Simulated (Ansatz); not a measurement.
**Sn: geometry relaxation (part 2 of 2)**

Sn (I4/mmm, 1 atom in the cell); DFT PBE+D3(BJ), scalar-relativistic, plane waves, PAW, no spin polarisation (Ansatz 0.2.0); cutoff 420 eV, 18×18×18 k-mesh, Gaussian smearing of 0.1 eV. The structure derives from an entry of the Crystallography Open Database.

Geometry of the input (Å; fractional positions):
```
-1.5908  1.5908  2.9156
1.5908  -1.5908  2.9156
1.5908  1.5908  -2.9156
Sn 0.0000  0.0000  0.0000
```

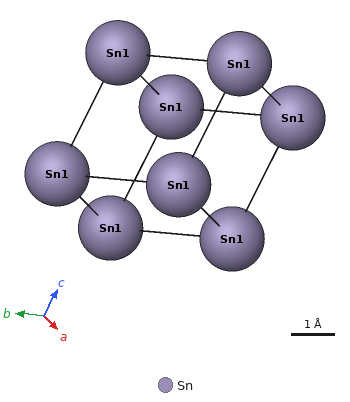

The geometry at step 4 of the log (spheres-only view of the reduced cell, seen at an oblique angle; atoms are numbered from 1 in the order of the input).

**Log, continued**
```
SCF iter   1: F=—  HF=-6024.532116 eV  |F-HF|=—  |Δ(HF+E_count)|=         —  Δρ=1.02e-4  dr2=2.90e-6  ethr=1.34e-8  ⟨swp⟩=3.0  Hψ=47245  notcnv=0
preconditioner: auto → none  [metal: Δε(μ)=0.003 eV  Ē_g=23.175 eV  σ=0.100 eV  W_gap=0.02  n_scr=8 (ndim 8)  ℏωp=26.8 eV  f_vac=0.000  D(μ)=0.61/eV (n_scr^D=0)]
SCF iter   2: F=—  HF=-6024.532116 eV  |F-HF|=—  |Δ(HF+E_count)|=   1.28e-7  Δρ=4.77e-5  dr2=5.62e-7  ethr=1.34e-8  ⟨swp⟩=1.0  Hψ=5285  notcnv=0
SCF iter   3: F=—  HF=-6024.532116 eV  |F-HF|=—  |Δ(HF+E_count)|=   6.08e-8  Δρ=5.02e-6  dr2=4.50e-9  ethr=4.01e-9  ⟨swp⟩=1.8  Hψ=5888  notcnv=0
SCF iter   4: F=—  HF=-6024.532116 eV  |F-HF|=—  |Δ(HF+E_count)|=   2.73e-9  Δρ=1.69e-6  dr2=5.05e-10  ethr=3.22e-11  ⟨swp⟩=2.0  Hψ=8650  notcnv=0
SCF iter   5: F=-6024.532116 eV  HF=-6024.532116 eV  |F-HF|=9.09e-13  |Δ(HF+E_count)|=  5.46e-11  Δρ=8.47e-8  dr2=1.80e-12  ethr=1.00e-12  ⟨swp⟩=4.2  Hψ=25007  notcnv=0
SCF 7 converged in 5 iterations: F = -6024.532116 eV  dr2 = 1.80e-12
relax step   7: F+E_penalty+E_count = -6024.53211640 eV  Δ(F+E_penalty+E_count) = -2.203e-5 eV  max|allowed force component| = 0.000e0 eV/Å  Δτ_max = 0.0000 Å  P = -0.002 GPa  Ω = 26.790 Å³  energy of the carried Pulay correction = +4.497e-4 eV  (5 SCF iters, accepted)
Basis set: ecut = 420 eV, 549 PW (Γ), exchange–correlation on 48×48×48 points (8 copies of the dense FFT grid, shifted against one another)
Initial wavefunctions: pseudopotential atomic-orbital guess (no wavefunctions were taken with the density)
iter 1 solved again at ethr=1.61e-7 eV; its pass at ethr=3.10e-3 eV (dr2=2.26e-5 eV) is discarded
SCF iter   1: F=—  HF=-6024.531912 eV  |F-HF|=—  |Δ(HF+E_count)|=         —  Δρ=8.84e-5  dr2=2.95e-7  ethr=1.61e-7  ⟨swp⟩=2.7  Hψ=43738  notcnv=0
SCF iter   2: F=—  HF=-6024.531913 eV  |F-HF|=—  |Δ(HF+E_count)|=   1.07e-6  Δρ=4.35e-5  dr2=6.85e-8  ethr=2.11e-9  ⟨swp⟩=2.8  Hψ=8640  notcnv=0
SCF iter   3: F=—  HF=-6024.531913 eV  |F-HF|=—  |Δ(HF+E_count)|=   2.55e-7  Δρ=4.48e-6  dr2=9.90e-10  ethr=4.90e-10  ⟨swp⟩=2.7  Hψ=8360  notcnv=0
SCF iter   4: F=—  HF=-6024.531913 eV  |F-HF|=—  |Δ(HF+E_count)|=   3.49e-9  Δρ=8.24e-7  dr2=5.65e-11  ethr=7.07e-12  ⟨swp⟩=2.0  Hψ=8645  notcnv=0
SCF iter   5: F=-6024.531913 eV  HF=-6024.531913 eV  |F-HF|=9.09e-13  |Δ(HF+E_count)|=  9.09e-11  Δρ=7.18e-8  dr2=6.46e-13  ethr=1.00e-12  ⟨swp⟩=5.6  Hψ=18783  notcnv=0
SCF 8 converged in 5 iterations: F = -6024.531913 eV  dr2 = 6.46e-13
relax step   8: F+E_penalty+E_count = -6024.53191288 eV  Δ(F+E_penalty+E_count) = +2.035e-4 eV  max|allowed force component| = 0.000e0 eV/Å  Δτ_max = 0.0000 Å  P = -0.006 GPa  Ω = 26.790 Å³  stress off target by 3.02e-2 GPa  SCF on the basis re-selected at this cell (its energy is not comparable with the rows above)  (5 SCF iters)
```

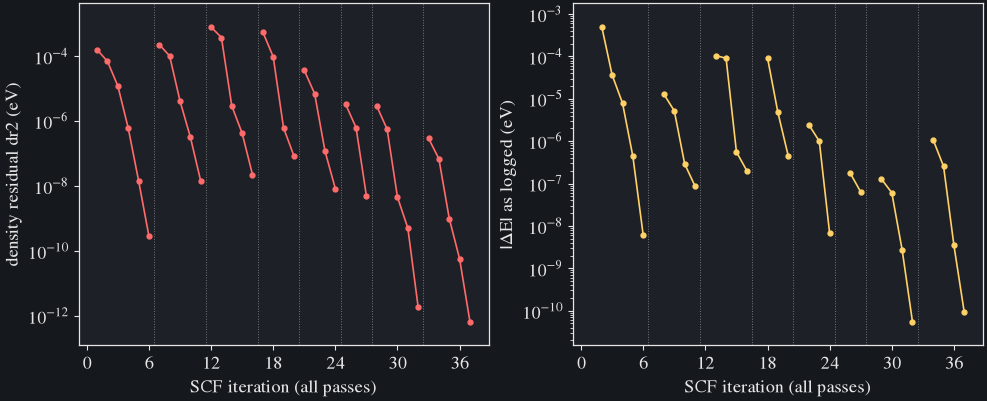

Convergence of the self-consistent field: density residual dr2 and size of the energy change against the SCF iteration. The dotted lines part the SCF passes of the relaxation: geometry steps, rejected trials and re-solves on a re-selected basis. The 8 passes take 3 to 6 iterations each, 37 in all.

```
basis re-selected at this cell: Δ(F+E_penalty+E_count) = +2.035e-4 eV, ΔP = -0.004 GPa vs the last step (what re-selecting the basis moved, of the pressure what is left beyond the Pulay correction that the steps carried, after the strain that the cell walked since its last selection, with what the two solves' SCF thresholds leave and, on support functions, any second-order correction that the steps lacked; it is no measure of the basis error at this ecutwfc). The dense FFT grid was sized anew with the basis: this SCF ran on 24×24×24 points, the steps before it on 25×25×25, so part of this shift can come from that change (see relax.cell in the input reference). This SCF's stress stands 3.02e-2 GPa from its target on what of the cell is left free (relax.cell.stress_tol is 5.00e-2 GPa) and its largest allowed force component is 0.00e0 eV/Å (relax.f_tol is 5.00e-3 eV/Å): within both
SCF converged after 5 iterations
Free energy (F): -6024.531913 eV
Harris-Foulkes:  -6024.531913 eV  (|F-HF|=9.09e-13)
Internal energy: -6024.528858 eV  (E = F + TS)
E sigma→0 (E₀):  -6024.530385 eV
Entropy (-TS):   -0.003055 eV (-3.055 meV/atom)
Fermi energy:    11.190945 eV
--- Per-component energies (eV) ---
  E_band       = -77.842715
  E_kinetic    = 186.225655
  E_local      = -813.875996  (includes V_loc(G=0)·N_el)
  E_nonlocal   = -32.711085
  E_hartree    = 515.812778
  E_xc         = -383.120690
  E_vxc        = -96.598295  (∫ρ·V_xc dr)
  E_paw        = -4134.614264  (= ΣΔE_a)
  E_vpaw       = -352.508528  (= ΣTr[D̂ρ^β])
  E_aug_tail   = -0.000000  (compensation charges beyond the density's cutoff)
  E_ewald      = -1361.854517
  E_disp       = -0.390738  (pairwise vdW)
  E_smearing   = -0.003055  (= −TS)
  E_closure    = -0.000000  (closes the sum)
  Σ components = -6024.531913   (vs F -6024.531913, Δ=0.00e0)
--- Forces (eV/Å), atoms counted from 1 ---
  atom   1  Sn     0.00000000    -0.00000000    -0.00000000
  max |Σ_I F_I| component: 7.89e-31 eV/Å
--- Stress (GPa, compression-positive) ---
        0.006373      -0.000000      -0.000000
       -0.000000       0.006373       0.000000
       -0.000000       0.000000      -0.030198
  P = ⅓ Tr σ = -0.0058 GPa (-0.058 kbar)
--- Band table (eV; the first three rows and the last of 480) ---
  k-point 0: bands = ["-10.4963", "-10.4238", "-10.4238", "-10.4042", "-10.3335", "-0.1165", "18.9401", "18.9401", "18.9839", "21.8369", "22.8168"]
  k-point 1: bands = ["-10.4886", "-10.4270", "-10.4201", "-10.4019", "-10.3363", "-0.0252", "18.3906", "18.5375", "18.5766", "21.1125", "23.4907"]
  k-point 2: bands = ["-10.4665", "-10.4360", "-10.4093", "-10.3961", "-10.3437", "0.2488", "17.3007", "17.5883", "17.7152", "20.0971", "24.1399"]
  k-point 479: bands = ["-10.5649", "-10.4817", "-10.2863", "-10.2748", "-10.2748", "5.3206", "6.9493", "14.0513", "14.0513", "17.5495", "17.5980"]
--- Relaxed structure (7 steps of the walk, 7 accepted, 1 SCFs on fresh bases) ---
  F+E_penalty+E_count = -6024.53191288 eV   max|allowed force component| = 0.000e0 eV/Å   (the final SCF, on the basis selected at the relaxed cell)
  cell:  # Å, volume = 26.7905 Å³
    - [-1.628320638922315, 1.628320638922315, 2.5260431959887097]
    - [1.628320638922315, -1.628320638922315, 2.5260431959887097]
    - [1.628320638922315, 1.628320638922315, -2.5260431959887097]
  atoms:
    - { symbol: Sn, position: [0.0, 0.0, 0.0] }
```

**Trajectory as extended XYZ (Å, eV, eV/Å), 8 frames, from step=1 to step=8**
```
1
Lattice="-1.5908 1.5908 2.9156 1.5908 -1.5908 2.9156 1.5908 1.5908 -2.9156" Properties=species:S:1:pos:R:3:forces:R:3 step=1 energy=-6024.46454 pressure_GPa=-3.53
Sn    0.0000    0.0000    0.0000    0.0000   0.0000   0.0000
1
Lattice="-1.5633 1.5633 2.7795 1.5633 -1.5633 2.7795 1.5633 1.5633 -2.7795" Properties=species:S:1:pos:R:3:forces:R:3 step=2 energy=-6024.50525 pressure_GPa=-0.35
Sn    0.0000    0.0000    0.0000    0.0000   0.0000   0.0000
1
Lattice="-1.5779 1.5779 2.6371 1.5779 -1.5779 2.6371 1.5779 1.5779 -2.6371" Properties=species:S:1:pos:R:3:forces:R:3 step=3 energy=-6024.52355 pressure_GPa=1.21
Sn    0.0000    0.0000    0.0000    0.0000   0.0000   0.0000
1
Lattice="-1.6089 1.6089 2.5519 1.6089 -1.6089 2.5519 1.6089 1.6089 -2.5519" Properties=species:S:1:pos:R:3:forces:R:3 step=4 energy=-6024.53092 pressure_GPa=0.76
Sn    0.0000    0.0000    0.0000    0.0000   0.0000   0.0000
1
Lattice="-1.6224 1.6224 2.5422 1.6224 -1.6224 2.5422 1.6224 1.6224 -2.5422" Properties=species:S:1:pos:R:3:forces:R:3 step=5 energy=-6024.53204 pressure_GPa=0.05
Sn    0.0000    0.0000    0.0000    0.0000   0.0000   0.0000
1
Lattice="-1.6255 1.6255 2.5344 1.6255 -1.6255 2.5344 1.6255 1.6255 -2.5344" Properties=species:S:1:pos:R:3:forces:R:3 step=6 energy=-6024.53209 pressure_GPa=0.00
Sn    0.0000    0.0000    0.0000    0.0000   0.0000   0.0000
1
Lattice="-1.6283 1.6283 2.5260 1.6283 -1.6283 2.5260 1.6283 1.6283 -2.5260" Properties=species:S:1:pos:R:3:forces:R:3 step=7 energy=-6024.53212 pressure_GPa=-0.00
Sn    0.0000    0.0000    0.0000    0.0000   0.0000   0.0000
1
Lattice="-1.6283 1.6283 2.5260 1.6283 -1.6283 2.5260 1.6283 1.6283 -2.5260" Properties=species:S:1:pos:R:3:forces:R:3 step=8 energy=-6024.53191 pressure_GPa=-0.01
Sn    0.0000    0.0000    0.0000    0.0000   0.0000   0.0000
```

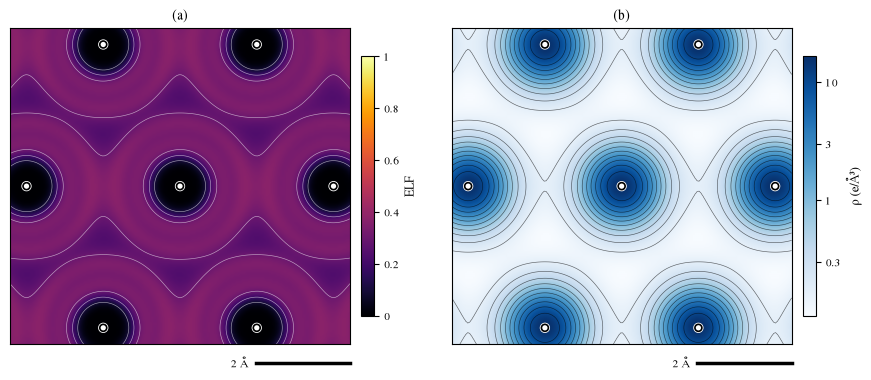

(a) electron localisation function; (b) valence charge density (pseudo) on the (011̄) plane of the conventional cell. Circles mark the nuclei in the plane (Sn). The section cuts through Sn sites. Sn–Sn (3.26 Å): ρ is about 0.17 e/Å³ halfway; the ELF is about 0.35 at the midpoint, which marks metallic bonding. Away from the nuclei the density in this plane falls to 0.11 e/Å³ at its lowest. In a PAW calculation such maps are meaningful between the atoms, not at the nuclei.

**Results in brief**

| quantity | value |
| --- | --- |
| outcome | converged |
| space group (tolerance 0.01 Å) | I4/mmm (139) |
| electrons treated | 14 |
| free energy | −6024.5319 eV |
| Fermi energy | 11.191 eV |
| gap on the k-point mesh | none (metallic) |
| pressure | −0.01 GPa |
| final volume | 26.79 Å³ |
| largest force (length of the vector) at the end | under 0.001 eV/Å |
| final cell | a = 3.418 Å, b = 3.418 Å, c = 3.418 Å, α = 123.10°, β = 123.10°, γ = 84.71° |
| wall time | 22 s (CPU time 83 s) |
| peak memory | 0.47 GiB |
